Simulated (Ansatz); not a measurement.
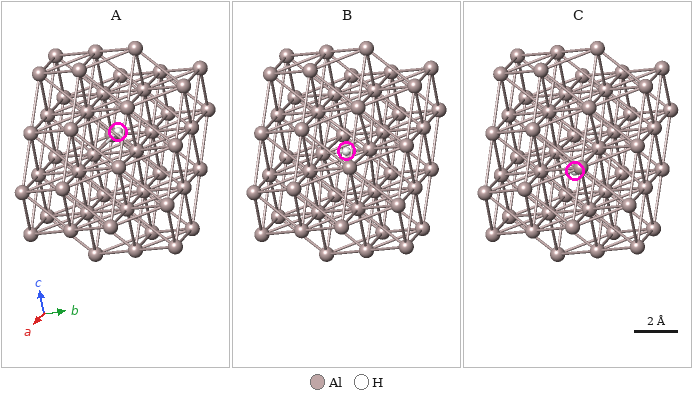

3 geometries from a converged minimum-energy path of a defect cell of composition Al₂₇H (28 atoms in the cell), shuffled. A ball-and-stick model of the atoms within 5.6 Å of the middle of the path, seen slightly off an axis. The moving atom is ringed, with any periodic copies. Bonds to atoms that aren't drawn are left out.

Level of theory: Ansatz 0.2.0, DFT PBE, scalar-relativistic, plane waves, PAW. Settings: plane-wave cutoff 420 eV; k-point mesh 3 × 3 × 3; Gaussian smearing 0.1 eV; 5 movable images; climbing image.

> One of them is the converged climbing image. Which?

B. In order along the path, whose images run from 0 to 6: C (image 1, +0.043 eV), B (image 3, +0.269 eV), A (image 5, +0.043 eV). The H atom travels furthest, 2.86 Å from end to end, along [−1 0 1], on a straight line. At the highest image its nearest neighbour (Al) is 1.68 Å away, against 2.05 Å at the start, and the surrounding atoms stand up to 0.23 Å off the mean of their end positions.
